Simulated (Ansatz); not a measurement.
Input file:

```
crystal:
  lattice:
    - [3.3062091539, 0.0, 0.0]
    - [0.0, 5.8704112387, 0.0]
    - [0.0, 0.0, 4.1959164478]
  atoms:
    - { symbol: Sn, position: [0.0, 0.2218139375, 0.5091530855] }
    - { symbol: Sn, position: [0.5, 0.7781860625, 0.0091530855] }
    - { symbol: O, position: [0.0, 0.9022398338, 0.7408479145] }
    - { symbol: O, position: [0.5, 0.0977601662, 0.2408479145] }
basis:
  ecutwfc: 500
kpoints:
  mp_grid: { grid: [8, 6, 6] }
hamiltonian:
  xc: r2scan
scf:
  occupations: { method: gaussian, width: 0.02 }
output:
  forces: true
  stress: true
  eigenvalues: true
  write_density: true
  write_potential: true
  elf: true
  volumetric_format: npy
relax:
  adjacent_minimum: "off"
  f_tol: 0.005
  max_steps: 80
  cell: { stress_tol: 0.05 }
```

Launched as:

```sh
ansatz run input.yaml --threads 1 --pin off --max-ram 2560MiB --backend cpu --events-out ev --progress --plain --runs-dir out
```

Below, planes, directions and counts refer to the conventional cell (a = 3.81 Å, b = 3.81 Å, c = 4.94 Å, α = 90.00°, β = 90.00°, γ = 90.00°).

The fields are those of the relaxed geometry.

Space group P4/nmm; a structure from a database of computed crystals, not necessarily the ambient phase.

Computed with DFT r2SCAN, scalar-relativistic, plane waves, PAW (Ansatz).

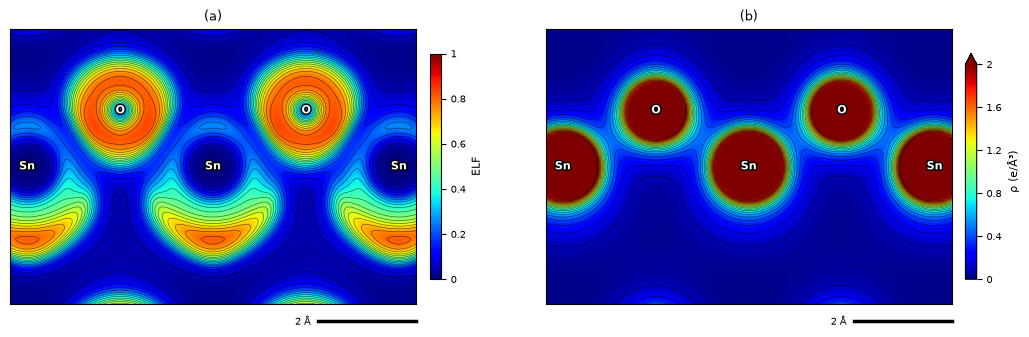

SnO. (a) ELF; (b) valence charge density (pseudo) on the (010) plane of the conventional cell.

In a PAW calculation such maps are meaningful between the atoms, not at the nuclei.

Q: What do the fields say about this system?

A:
- Atoms in the plane: Sn and O.
- Sn–O (2.22 Å): ρ at the midpoint is about 0.46 e/Å³; the ELF peaks at about 0.85 in the valence shell of O, 0.6 Å from its nucleus, and is about 0.20 at the midpoint: no localised pair shows between them.
- Between the atoms the lowest density in this plane is 0.02 e/Å³.

Q: Does the calculation give a band gap?

A: It is gapped, with a Kohn–Sham gap of 0.36 eV on the k-point mesh (the band edges may lie off the mesh, which would make the gap smaller).
